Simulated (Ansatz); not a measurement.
**From Mo to W**

System: Mo (Im-3m, 1 atom in the cell).
Method of the first run: DFT PBEsol, scalar-relativistic, plane waves, PAW, no spin polarisation (Ansatz 0.2.0).
System of the second run: W (Im-3m, 1 atom in the cell).

On the first run: The structure derives from a Materials Project entry. On the second run: The structure was made by swapping elements on the sites of another compound; it need not be a known phase. It belongs to a series of runs on one base structure; here: Mo -> W on all its sites, cell and atoms relaxed. Text and figures count atoms from 1; the logs count them from 0 in places.

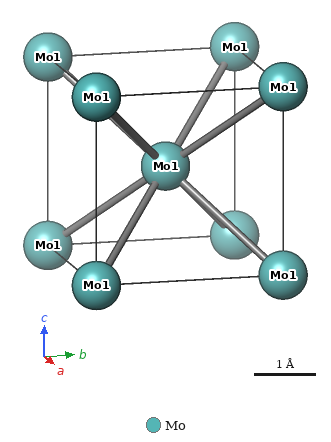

Figure 1. The starting structure (ball-and-stick view of the cell 2 times as large as that of the calculation, set on its symmetry axes, seen slightly off an axis; atoms are numbered from 1 in the order of the input). An atom can appear more than once, as a periodic image. Near neighbours in the periodic cell (some may lie outside the picture): Mo has 8 Mo at 2.74 Å.

Input, the first run:
```yaml
crystal:
  lattice:
    - [-1.5838089719, 1.5838089719, 1.5838089719]
    - [1.5838089719, -1.5838089719, 1.5838089719]
    - [1.5838089719, 1.5838089719, -1.5838089719]
  atoms:
    - { symbol: Mo, position: [0.0, 0.0, 0.0] }
basis:
  ecutwfc: 420
kpoints:
  mp_grid: { grid: [8, 8, 8] }
hamiltonian:
  xc: pbesol
scf:
  occupations: { method: gaussian, width: 0.1 }
output:
  forces: true
  stress: true
  eigenvalues: true
relax:
  adjacent_minimum: "off"
  f_tol: 0.05
  max_steps: 80
  cell: { stress_tol: 0.5 }
```

Command:
```bash
ansatz run input.yaml --threads 1 --pin off --max-ram 2560MiB --backend cpu --events-out ev --progress --plain --runs-dir out
```

Hardware: 1 thread of AMD EPYC (Zen 3), 32 GiB of memory available, shared host.

Output, shortened to warnings, some set-up lines, iterations and results (the first run):
```
Basis set: ecut = 420 eV, 321 PW (Γ), exchange–correlation on 40×40×40 points (8 copies of the dense FFT grid, shifted against one another)
Symmetry: 48 space group operations
k-points: 29 of 512
Initial density: superposition of atomic densities (neutral atoms: chi_scale 0, normalization atom), corrected by the library's trained network
[...]
SCF iter   1: F=—  HF=-4897.434964 eV  |F-HF|=—  |Δ(HF+E_count)|=         —  Δρ=6.28e-3  dr2=5.37e-3  ethr=1.77e-3  ⟨swp⟩=5.0  Hψ=1857  notcnv=0
SCF iter   2: F=—  HF=-4897.433078 eV  |F-HF|=—  |Δ(HF+E_count)|=   1.89e-3  Δρ=2.08e-3  dr2=2.04e-4  ethr=3.83e-5  ⟨swp⟩=2.2  Hψ=682  notcnv=0
SCF iter   3: F=—  HF=-4897.433049 eV  |F-HF|=—  |Δ(HF+E_count)|=   2.85e-5  Δρ=9.03e-4  dr2=3.65e-5  ethr=1.46e-6  ⟨swp⟩=2.0  Hψ=510  notcnv=0
SCF iter   4: F=—  HF=-4897.433048 eV  |F-HF|=—  |Δ(HF+E_count)|=   1.76e-6  Δρ=4.55e-5  dr2=9.51e-8  ethr=2.61e-7  ⟨swp⟩=2.0  Hψ=491  notcnv=0
SCF iter   5: F=-4897.433048 eV  HF=-4897.433048 eV  |F-HF|=1.19e-9  |Δ(HF+E_count)|=   8.69e-8  Δρ=8.69e-6  dr2=2.79e-9  ethr=6.79e-10  ⟨swp⟩=2.2  Hψ=494  notcnv=0
[... 23 lines ...]
SCF iter   1: F=—  HF=-4897.448081 eV  |F-HF|=—  |Δ(HF+E_count)|=         —  Δρ=5.44e-5  dr2=7.14e-8  ethr=2.19e-8  ⟨swp⟩=3.1  Hψ=2795  notcnv=0
SCF iter   2: F=—  HF=-4897.448081 eV  |F-HF|=—  |Δ(HF+E_count)|=   6.01e-7  Δρ=2.58e-5  dr2=1.21e-8  ethr=5.10e-10  ⟨swp⟩=2.1  Hψ=522  notcnv=0
SCF iter   3: F=-4897.448081 eV  HF=-4897.448081 eV  |F-HF|=1.81e-10  |Δ(HF+E_count)|=   6.26e-9  Δρ=4.79e-6  dr2=6.96e-10  ethr=7.14e-12  ⟨swp⟩=2.7  Hψ=1259  notcnv=0
SCF 5 converged in 3 iterations: F = -4897.448081 eV  dr2 = 6.96e-10
relax step   5: F+E_penalty+E_count = -4897.44808074 eV  Δ(F+E_penalty+E_count) = +9.079e-5 eV  max|allowed force component| = 0.000e0 eV/Å  Δτ_max = 0.0000 Å  P = -0.011 GPa …
basis re-selected at this cell: Δ(F+E_penalty+E_count) = +9.079e-5 eV, ΔP = +0.003 GPa vs the last step (what re-selecting the basis moved, of the pressure what is left beyond the Pulay correction that the steps carried, after the strain that the cell walked since its last selection, with what the …
SCF converged after 3 iterations
Free energy (F): -4897.448081 eV
Harris-Foulkes:  -4897.448081 eV  (|F-HF|=1.81e-10)
Internal energy: -4897.443482 eV  (E = F + TS)
E sigma→0 (E₀):  -4897.445782 eV
Entropy (-TS):   -0.004598 eV (-4.598 meV/atom)
Fermi energy:    21.275367 eV
--- Per-component energies (eV) ---
  E_band       = -50.482330
  E_kinetic    = 441.559012
  E_local      = -772.182584  (includes V_loc(G=0)·N_el)
  E_nonlocal   = 144.481929
  E_hartree    = 254.825804
  E_xc         = -182.688791
  E_vxc        = -228.848340  (∫ρ·V_xc dr)
  E_paw        = -3143.812779  (= ΣΔE_a)
  E_vpaw       = -145.143410  (= ΣTr[D̂ρ^β])
  E_aug_tail   = 0.000041  (compensation charges beyond the density's cutoff)
  E_ewald      = -1639.835413
  E_core_change = 0.209299  (= ΣΔE_core)
  E_smearing   = -0.004598  (= −TS)
  E_closure    = 0.000000  (closes the sum)
  Σ components = -4897.448081   (vs F -4897.448081, Δ=0.00e0)
--- Forces (eV/Å), atoms counted from 1 ---
  atom   1  Mo     0.00000000     0.00000000     0.00000000
  max |Σ_I F_I| component: 5.75e-32 eV/Å
--- Stress (GPa, compression-positive) ---
       -0.010846      -0.000000       0.000000
        0.000000      -0.010846      -0.000000
        0.000000       0.000000      -0.010846
  P = ⅓ Tr σ = -0.0108 GPa (-0.108 kbar)
--- Relaxed structure (4 steps of the walk, 3 accepted, 1 SCFs on fresh bases) ---
  F+E_penalty+E_count = -4897.44808074 eV   max|allowed force component| = 0.000e0 eV/Å   (the final SCF, on the basis selected at the relaxed cell)
  cell:  # Å, volume = 15.3579 Å³
    - [-1.5658766006800973, 1.5658766006800973, 1.5658766006800973]
    - [1.5658766006800973, -1.5658766006800973, 1.5658766006800973]
    - [1.5658766006800973, 1.5658766006800973, -1.5658766006800973]
  atoms:
    - { symbol: Mo, position: [0.0, 0.0, 0.0] }
```

For the second run the input was changed thus:
```diff
-    - [-1.5838089719, 1.5838089719, 1.5838089719]
-    - [1.5838089719, -1.5838089719, 1.5838089719]
-    - [1.5838089719, 1.5838089719, -1.5838089719]
+    - [-1.6203678267, 1.6203678267, 1.6203678267]
+    - [1.6203678267, -1.6203678267, 1.6203678267]
+    - [1.6203678267, 1.6203678267, -1.6203678267]
-    - { symbol: Mo, position: [0.0, 0.0, 0.0] }
+    - { symbol: W, position: [0.0, 0.0, 0.0] }
-  max_steps: 80
+  max_steps: 60
```

How does the second run compare with the first run?

The total energies belong to different systems, so their difference says nothing on which is more stable or more accurate. The pressure goes from −0.01 to −0.33 GPa. The volume per atom goes from 15.36 to 15.73 Å³. The SCF takes 22 iterations over all geometry steps against 23.

Output, shortened to warnings, some set-up lines, iterations and results (the second run):
```
Basis set: ecut = 420 eV, 321 PW (Γ), exchange–correlation on 40×40×40 points (8 copies of the dense FFT grid, shifted against one another)
Symmetry: 48 space group operations
k-points: 29 of 512
Initial density: superposition of atomic densities (neutral atoms: chi_scale 0, normalization atom), corrected by the library's trained network
[...]
SCF iter   1: F=—  HF=-10256.469511 eV  |F-HF|=—  |Δ(HF+E_count)|=         —  Δρ=2.31e-3  dr2=2.24e-4  ethr=1.77e-3  ⟨swp⟩=5.1  Hψ=1692  notcnv=0
SCF iter   2: F=—  HF=-10256.469389 eV  |F-HF|=—  |Δ(HF+E_count)|=   1.23e-4  Δρ=1.16e-3  dr2=5.91e-5  ethr=1.60e-6  ⟨swp⟩=2.2  Hψ=712  notcnv=0
SCF iter   3: F=—  HF=-10256.469419 eV  |F-HF|=—  |Δ(HF+E_count)|=   3.02e-5  Δρ=2.88e-4  dr2=1.29e-5  ethr=4.22e-7  ⟨swp⟩=2.0  Hψ=466  notcnv=0
SCF iter   4: F=—  HF=-10256.469413 eV  |F-HF|=—  |Δ(HF+E_count)|=   5.75e-6  Δρ=8.46e-5  dr2=9.93e-7  ethr=9.25e-8  ⟨swp⟩=3.0  Hψ=507  notcnv=0
SCF iter   5: F=-10256.469413 eV  HF=-10256.469413 eV  |F-HF|=5.98e-9  |Δ(HF+E_count)|=   4.11e-7  Δρ=8.30e-6  dr2=8.19e-9  ethr=7.09e-9  ⟨swp⟩=2.0  Hψ=474  notcnv=0
[... 22 lines ...]
SCF iter   2: F=—  HF=-10256.565496 eV  |F-HF|=—  |Δ(HF+E_count)|=   2.63e-6  Δρ=9.20e-5  dr2=1.71e-7  ethr=5.89e-9  ⟨swp⟩=1.6  Hψ=396  notcnv=0
SCF iter   3: F=—  HF=-10256.565496 eV  |F-HF|=—  |Δ(HF+E_count)|=   2.78e-8  Δρ=7.06e-6  dr2=2.12e-9  ethr=1.22e-9  ⟨swp⟩=2.0  Hψ=514  notcnv=0
SCF iter   4: F=-10256.565496 eV  HF=-10256.565496 eV  |F-HF|=9.09e-12  |Δ(HF+E_count)|=  3.57e-10  Δρ=1.49e-6  dr2=7.96e-11  ethr=7.14e-12  ⟨swp⟩=4.7  Hψ=1164  notcnv=0
SCF 5 converged in 4 iterations: F = -10256.565496 eV  dr2 = 7.96e-11
relax step   5: F+E_penalty+E_count = -10256.56549567 eV  Δ(F+E_penalty+E_count) = +4.446e-4 eV  max|allowed force component| = 0.000e0 eV/Å  Δτ_max = 0.0000 Å  P = -0.330 …
basis re-selected at this cell: Δ(F+E_penalty+E_count) = +4.446e-4 eV, ΔP = -0.001 GPa vs the last step (what re-selecting the basis moved, of the pressure what is left beyond the Pulay correction that the steps carried, after the strain that the cell walked since its last selection, with what the …
SCF converged after 4 iterations
Free energy (F): -10256.565496 eV
Harris-Foulkes:  -10256.565496 eV  (|F-HF|=9.09e-12)
Internal energy: -10256.565494 eV  (E = F + TS)
E sigma→0 (E₀):  -10256.565495 eV
Entropy (-TS):   -0.000002 eV (-0.002 meV/atom)
Fermi energy:    22.411387 eV
--- Per-component energies (eV) ---
  E_band       = -80.907264
  E_kinetic    = 450.641699
  E_local      = -595.766136  (includes V_loc(G=0)·N_el)
  E_nonlocal   = 2.966989
  E_hartree    = 213.625288
  E_xc         = -265.403326
  E_vxc        = -238.867120  (∫ρ·V_xc dr)
  E_paw        = -8436.062409  (= ΣΔE_a)
  E_vpaw       = -127.133248  (= ΣTr[D̂ρ^β])
  E_aug_tail   = -0.000059  (compensation charges beyond the density's cutoff)
  E_ewald      = -1626.789333
  E_core_change = 0.221792  (= ΣΔE_core)
  E_smearing   = -0.000002  (= −TS)
  E_closure    = 0.000000  (closes the sum)
  Σ components = -10256.565496   (vs F -10256.565496, Δ=0.00e0)
--- Forces (eV/Å), atoms counted from 1 ---
  atom   1  W     -0.00000000     0.00000000     0.00000000
  max |Σ_I F_I| component: 1.64e-32 eV/Å
--- Stress (GPa, compression-positive) ---
       -0.330348      -0.000000       0.000000
       -0.000000      -0.330348      -0.000000
       -0.000000      -0.000000      -0.330348
  P = ⅓ Tr σ = -0.3303 GPa (-3.303 kbar)
--- Relaxed structure (4 steps of the walk, 4 accepted, 1 SCFs on fresh bases) ---
  F+E_penalty+E_count = -10256.56549567 eV   max|allowed force component| = 0.000e0 eV/Å   (the final SCF, on the basis selected at the relaxed cell)
  cell:  # Å, volume = 15.7304 Å³
    - [-1.578434189559784, 1.578434189559784, 1.578434189559784]
    - [1.578434189559784, -1.578434189559784, 1.578434189559784]
    - [1.578434189559784, 1.578434189559784, -1.578434189559784]
  atoms:
    - { symbol: W, position: [0.0, 0.0, 0.0] }
```

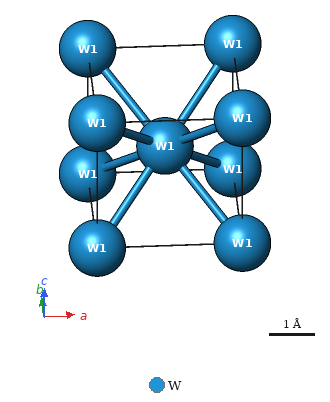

Figure 2. The input structure of the second run (ball-and-stick view of the cell 2 times as large as that of the calculation, set on its symmetry axes, seen at an oblique angle; atoms are numbered from 1 in the order of the input). An atom can appear more than once, as a periodic image.

The two runs side by side:

| quantity | the first run | the second run |
| --- | --- | --- |
| outcome | converged | converged |
| free energy per atom (eV) | −4897.4481 | −10256.5655 |
| energy per atom, smearing taken to zero (eV) | −4897.4458 | −10256.5655 |
| gap on the mesh (eV) | 0.00 | 0.00 |
| pressure (GPa) | −0.01 | −0.33 |
| volume per atom (Å³) | 15.36 | 15.73 |
| largest force (eV/Å) | 0.000 | 0.000 |
| SCF iterations | 23 | 22 |
| irreducible k-points | 29 | 29 |
| wall time (shared host) | 2.7 s | 2.7 s |

For the second run: Spin–orbit coupling is left out, which matters for W.
